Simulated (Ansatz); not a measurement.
**What a change does: single-point calculation on KF**

System: KF (P6₃/mmc, 4 atoms in the cell).
Method of run 1: DFT, r2SCAN, plane waves, PAW, no spin polarisation (Ansatz 0.2.0).

The structure was built on a prototype by a generator. The geometry comes from this level: r2SCAN. Text and figures count atoms from 1; the logs count them from 0 in places.

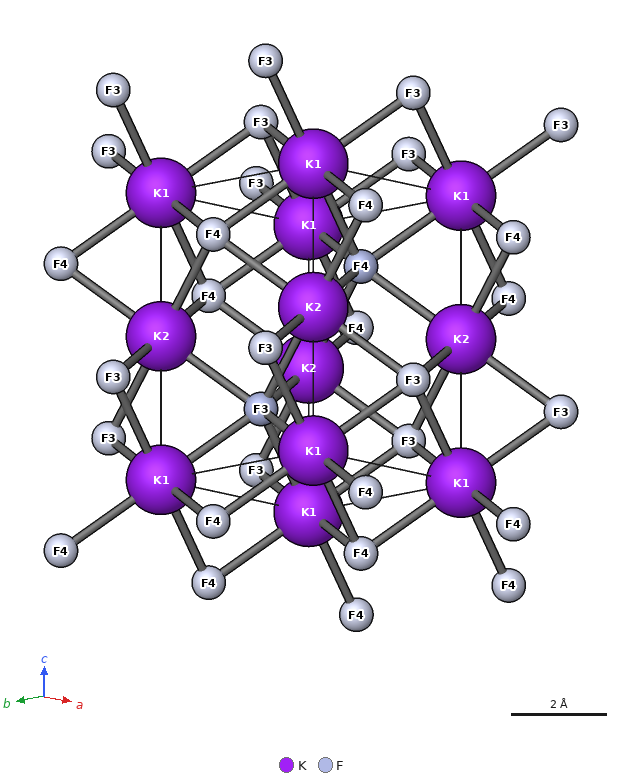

Figure 1. The input geometry (ball-and-stick view of the cell of the calculation, seen at an oblique angle; neighbours outside the cell are drawn fainter; atoms are numbered from 1 in the order of the input).

Input file, run 1:
```yaml
crystal:
  lattice:
    - [3.6599347855, 0.0, 0.0]
    - [-1.8299673927, 3.1695965005, 0.0]
    - [0.0, 0.0, 6.4788134942]
  atoms:
    - { symbol: K, position: [0.0, 0.0, 0.0] }
    - { symbol: K, position: [0.0, 0.0, 0.5] }
    - { symbol: F, position: [0.3333333333, 0.6666666667, 0.25] }
    - { symbol: F, position: [0.6666666667, 0.3333333333, 0.75] }
kpoints:
  mp_grid: { grid: [6, 6, 4] }
hamiltonian:
  xc: r2scan
scf:
  occupations: { method: fixed }
  n_extra_bands: 5
output:
  forces: true
  stress: true
  eigenvalues: true
```

Command:
```bash
ansatz run input.yaml --threads 2 --pin off --max-ram 2764MiB --backend cpu --events-out ev --progress --plain --runs-dir out
```

Hardware: 2 threads of Arm Neoverse N1, 24 GiB of memory available, shared host.

Output, shortened to warnings, some set-up lines, iterations and results (run 1):
```
Basis set: ecut = 500 eV, 1943 PW (Γ), exchange–correlation on 108×108×192 points (64 copies of the dense FFT grid, shifted against one another)
Symmetry: 24 space group operations
k-points: 21 of 144
Initial density: superposition of atomic densities (neutral atoms: chi_scale 0, normalization atom), corrected by the library's trained network
[...]
SCF iter   1: F=—  HF=-4710.154613 eV  |F-HF|=—  |Δ(HF+E_count)|=         —  Δρ=7.15e-3  dr2=3.62e-2  dr2_τ=5.36e-2  ethr=1.77e-3  ⟨swp⟩=4.4  Hψ=1918  notcnv=0  defer=48
SCF iter   2: F=—  HF=-4710.235212 eV  |F-HF|=—  |Δ(HF+E_count)|=   8.06e-2  Δρ=3.24e-3  dr2=3.18e-3  dr2_τ=7.73e-4  ethr=1.13e-4  ⟨swp⟩=3.0  Hψ=1009  notcnv=0  defer=58
SCF iter   3: F=—  HF=-4710.234779 eV  |F-HF|=—  |Δ(HF+E_count)|=   4.33e-4  Δρ=1.23e-3  dr2=7.23e-4  dr2_τ=8.27e-5  ethr=9.94e-6  ⟨swp⟩=3.0  Hψ=773  notcnv=0  defer=63
SCF iter   4: F=—  HF=-4710.234552 eV  |F-HF|=—  |Δ(HF+E_count)|=   2.27e-4  Δρ=2.53e-4  dr2=2.37e-5  dr2_τ=4.67e-6  ethr=2.26e-6  ⟨swp⟩=2.8  Hψ=766  notcnv=0  defer=63
SCF iter   5: F=—  HF=-4710.234555 eV  |F-HF|=—  |Δ(HF+E_count)|=   3.53e-6  Δρ=2.98e-5  dr2=8.35e-7  dr2_τ=7.68e-8  ethr=7.41e-8  ⟨swp⟩=2.1  Hψ=712  notcnv=0  defer=25
SCF iter   6: F=-4710.234555 eV  HF=-4710.234555 eV  |F-HF|=1.66e-9  |Δ(HF+E_count)|=   3.15e-7  Δρ=1.04e-5  dr2=8.16e-8  dr2_τ=6.15e-9  ethr=3.13e-10  ⟨swp⟩=10.0  Hψ=2596  …
SCF 1 converged in 6 iterations: F = -4710.234555 eV  dr2 = 8.16e-8
SCF converged after 6 iterations
Free energy (F): -4710.234555 eV
Harris-Foulkes:  -4710.234555 eV  (|F-HF|=1.66e-9)
Internal energy: -4710.234555 eV  (E = F + TS)
E sigma→0 (E₀):  -4710.234555 eV
Fermi energy:    1.075229 eV
--- Per-component energies (eV) ---
  E_band       = -275.588418
  E_kinetic    = 927.562791
  E_local      = -2222.513662  (includes V_loc(G=0)·N_el)
  E_nonlocal   = 170.491896
  E_hartree    = 803.456816
  E_xc         = -429.227525
  E_vxc        = -609.523039  (∫ρ·V_xc dr)
  E_paw        = -1981.364609  (= ΣΔE_a)
  E_vpaw       = -188.484957  (= ΣTr[D̂ρ^β])
  E_aug_tail   = 0.002016  (compensation charges beyond the density's cutoff)
  E_vtau       = 39.953778  (kinetic-family band-sum trace: ∫τ·v_τ [+ j·A + Jᵃ·Aᵃ] dr)
  E_ewald      = -1978.187125
  E_core_change = -0.455153  (= ΣΔE_core)
  E_smearing   = -0.000000  (= −TS)
  E_closure    = -0.000000  (closes the sum)
  Σ components = -4710.234555   (vs F -4710.234555, Δ=0.00e0)
--- Forces (eV/Å), atoms counted from 1 ---
  atom   1  K     -0.00000000     0.00000000    -0.00000000
  atom   2  K     -0.00000000     0.00000000     0.00000000
  atom   3  F      0.00000000     0.00000000    -0.00000000
  atom   4  F     -0.00000000     0.00000000     0.00000000
  max |Σ_I F_I| component: 2.31e-18 eV/Å
--- Stress (GPa, compression-positive) ---
        0.016748      -0.000000       0.000000
        0.000000       0.016748       0.000000
        0.000000       0.000000       0.014841
  P = ⅓ Tr σ = 0.0161 GPa (0.161 kbar)
```

For run 2 the input was changed thus:
```diff
-    - [3.6599347855, 0.0, 0.0]
-    - [-1.8299673927, 3.1695965005, 0.0]
-    - [0.0, 0.0, 6.4788134942]
+    - [3.5852212747, 0.0, 0.0]
+    - [-1.7926106373, 3.1048927021, 0.0]
+    - [0.0, 0.0, 6.3465556999]
```

What does this change do to the results?

With the same functional and potentials, run 2 lies 8.5 meV per atom higher. The gap on the mesh goes from 6.87 to 7.20 eV. The pressure goes from 0.02 to 2.55 GPa. The volume per atom goes from 18.79 to 17.66 Å³. The cell is scaled evenly with the atoms at fixed fractional positions, so −ΔP/Δ ln V estimates the bulk modulus midway between the two volumes: about 41 GPa. The number of SCF iterations is the same. The plane waves at Γ go from 1943 to 1835.

Output, shortened to warnings, some set-up lines, iterations and results (run 2):
```
Basis set: ecut = 500 eV, 1835 PW (Γ), exchange–correlation on 108×108×192 points (64 copies of the dense FFT grid, shifted against one another)
Symmetry: 24 space group operations
k-points: 21 of 144
Initial density: superposition of atomic densities (neutral atoms: chi_scale 0, normalization atom), corrected by the library's trained network
[...]
SCF iter   1: F=—  HF=-4710.120225 eV  |F-HF|=—  |Δ(HF+E_count)|=         —  Δρ=7.20e-3  dr2=3.38e-2  dr2_τ=5.74e-2  ethr=1.77e-3  ⟨swp⟩=4.2  Hψ=1924  notcnv=0  defer=44
SCF iter   2: F=—  HF=-4710.201284 eV  |F-HF|=—  |Δ(HF+E_count)|=   8.11e-2  Δρ=3.26e-3  dr2=3.16e-3  dr2_τ=7.07e-4  ethr=1.06e-4  ⟨swp⟩=3.0  Hψ=1003  notcnv=0  defer=58
SCF iter   3: F=—  HF=-4710.200822 eV  |F-HF|=—  |Δ(HF+E_count)|=   4.62e-4  Δρ=1.22e-3  dr2=6.43e-4  dr2_τ=7.82e-5  ethr=9.86e-6  ⟨swp⟩=3.0  Hψ=771  notcnv=0  defer=63
SCF iter   4: F=—  HF=-4710.200622 eV  |F-HF|=—  |Δ(HF+E_count)|=   2.00e-4  Δρ=2.45e-4  dr2=2.01e-5  dr2_τ=4.15e-6  ethr=2.01e-6  ⟨swp⟩=2.5  Hψ=749  notcnv=0  defer=63
SCF iter   5: F=—  HF=-4710.200621 eV  |F-HF|=—  |Δ(HF+E_count)|=   1.42e-6  Δρ=2.85e-5  dr2=7.40e-7  dr2_τ=6.96e-8  ethr=6.28e-8  ⟨swp⟩=2.9  Hψ=740  notcnv=0  defer=24
SCF iter   6: F=-4710.200621 eV  HF=-4710.200621 eV  |F-HF|=1.01e-8  |Δ(HF+E_count)|=   1.79e-7  Δρ=1.15e-5  dr2=8.52e-8  dr2_τ=8.73e-9  ethr=3.13e-10  ⟨swp⟩=10.0  Hψ=2643  …
SCF 1 converged in 6 iterations: F = -4710.200621 eV  dr2 = 8.52e-8
SCF converged after 6 iterations
Free energy (F): -4710.200621 eV
Harris-Foulkes:  -4710.200621 eV  (|F-HF|=1.01e-8)
Internal energy: -4710.200621 eV  (E = F + TS)
E sigma→0 (E₀):  -4710.200621 eV
Fermi energy:    1.522396 eV
--- Per-component energies (eV) ---
  E_band       = -258.767389
  E_kinetic    = 929.487342
  E_local      = -2158.367509  (includes V_loc(G=0)·N_el)
  E_nonlocal   = 170.692854
  E_hartree    = 779.296298
  E_xc         = -429.812255
  E_vxc        = -610.048507  (∫ρ·V_xc dr)
  E_paw        = -1981.633126  (= ΣΔE_a)
  E_vpaw       = -188.827977  (= ΣTr[D̂ρ^β])
  E_aug_tail   = 0.002094  (compensation charges beyond the density's cutoff)
  E_vtau       = 39.694003  (kinetic-family band-sum trace: ∫τ·v_τ [+ j·A + Jᵃ·Aᵃ] dr)
  E_ewald      = -2019.411165
  E_core_change = -0.455153  (= ΣΔE_core)
  E_smearing   = -0.000000  (= −TS)
  E_closure    = 0.000000  (closes the sum)
  Σ components = -4710.200621   (vs F -4710.200621, Δ=0.00e0)
--- Forces (eV/Å), atoms counted from 1 ---
  atom   1  K     -0.00000000    -0.00000000     0.00000000
  atom   2  K      0.00000000     0.00000000     0.00000000
  atom   3  F      0.00000000     0.00000000     0.00000000
  atom   4  F      0.00000000     0.00000000     0.00000000
  max |Σ_I F_I| component: 2.31e-18 eV/Å
--- Stress (GPa, compression-positive) ---
        2.382891       0.000000       0.000000
        0.000000       2.382891       0.000000
        0.000000       0.000000       2.881992
  P = ⅓ Tr σ = 2.5493 GPa (25.493 kbar)
```

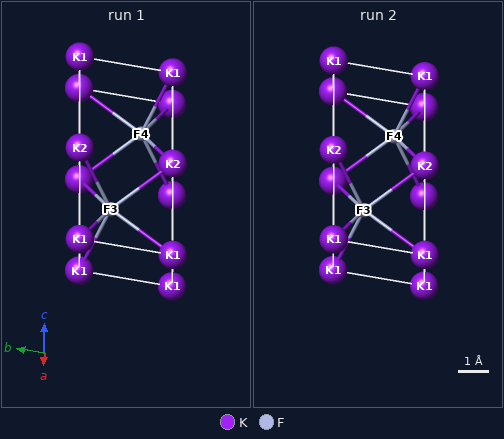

Figure 2. The two input geometries at one scale (ball-and-stick view of the cell of the calculation, seen at an oblique angle). The atoms keep their places relative to the cell (all moves are under 0.005 Å). Cell: a = b 3.660 → 3.585 Å (−2.0 %), c 6.479 → 6.347 Å (−2.0 %). Volume −6.0 %. Among the contacts that change: K1–F3 2.662 → 2.608 Å.

The two runs side by side:

| quantity | run 1 | run 2 |
| --- | --- | --- |
| outcome | converged | converged |
| free energy per atom (eV) | −1177.5586 | −1177.5502 |
| gap on the mesh (eV) | 6.87 | 7.20 |
| pressure (GPa) | 0.02 | 2.55 |
| volume per atom (Å³) | 18.79 | 17.66 |
| largest force (eV/Å) | 0.000 | 0.000 |
| SCF iterations | 6 | 6 |
| irreducible k-points | 21 | 21 |
| plane waves at Γ | 1943 | 1835 |
| wall time (shared host) | 4.2 s | 4.1 s |
